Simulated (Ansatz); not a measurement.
NbP

```
Nb P
1.0
     3.34985    0.00000    0.00000
     0.00000    3.34985    0.00000
     0.00000    0.00000   11.48022
Nb P
4 4
Direct
  0.50000 0.50000 0.99995
  0.00000 0.00000 0.49995
  0.50000 0.00000 0.24995
  0.00000 0.50000 0.74995
  0.00000 0.00000 0.08268
  0.50000 0.50000 0.58268
  0.00000 0.50000 0.33268
  0.50000 0.00000 0.83268
```

Space group I4₁md; a structure from a database of computed crystals, not necessarily the ambient phase.

Computed with DFT PBE, scalar-relativistic, plane waves, PAW (Ansatz).

> What can the converged valence pseudo-density and electron localisation function tell about the bonding?

Nb–P (2.55 Å): ρ at the midpoint is about 0.44 e/Å³; the ELF peaks at about 0.85 in the valence shell of P, 0.8 Å from its nucleus, and is about 0.40 at the midpoint.

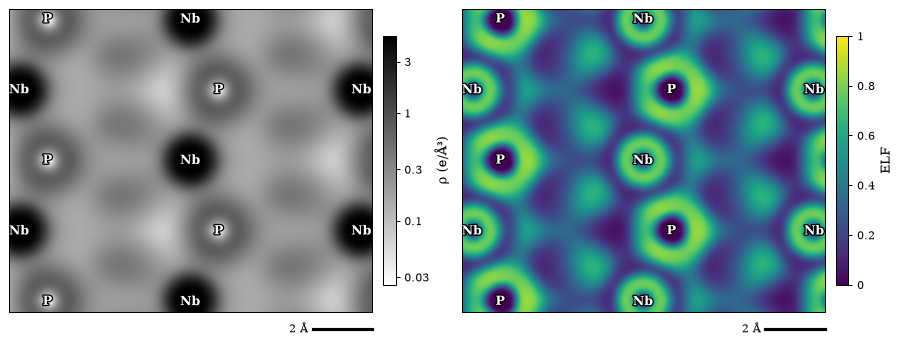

Computed valence pseudo-density and electron localisation function on the (110) plane of the conventional cell, in this order. 

Core electrons are frozen (PAW), and the valence fields are smoothed inside the atomic spheres.
